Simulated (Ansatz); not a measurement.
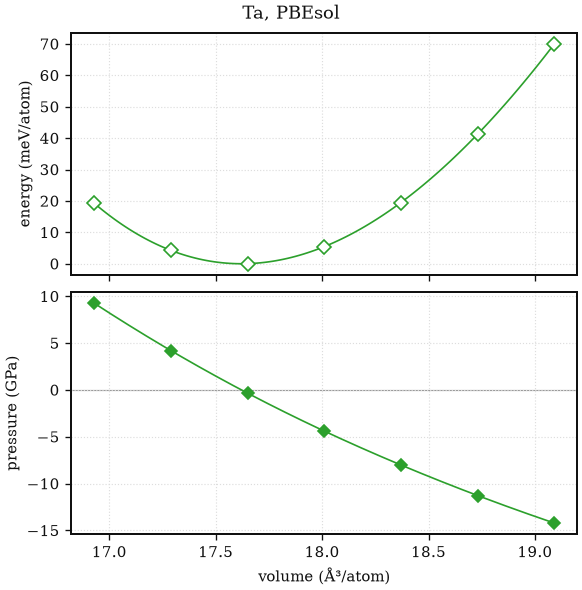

The picture above shows the energy and pressure against volume for Ta, space group Im-3m (No. 229).

Cell as given: a = 2.860 Å, b = 2.860 Å, c = 2.860 Å, α = 109.47°, β = 109.47°, γ = 109.47°; 1 atom.

Computed with Ansatz 0.2.0: all-electron LAPW DFT, no spin polarisation; energies at scaled volumes of the given cell, shape and fractions fixed, counted from the fit's minimum, third-order Birch-Murnaghan fit. Level: PBEsol.

- k mesh: 11×11×11
- occupations: Fermi–Dirac
- smearing width: 0.05 eV
- potentials: all electron LAPW, scalar relativistic
- program settings: basis error eV/atom 0.0005

What equilibrium volume and bulk modulus follow from the curve?

A third-order Birch–Murnaghan fit gives V0 = 17.62 Å³/atom, B0 = 211 GPa and B′ = 4.4.

Read off the course of the pressure.

It falls from 9.25 GPa at volume 16.93 Å³/atom to −14.22 GPa at 19.09 Å³/atom, and changes sign near 17.62 Å³/atom.
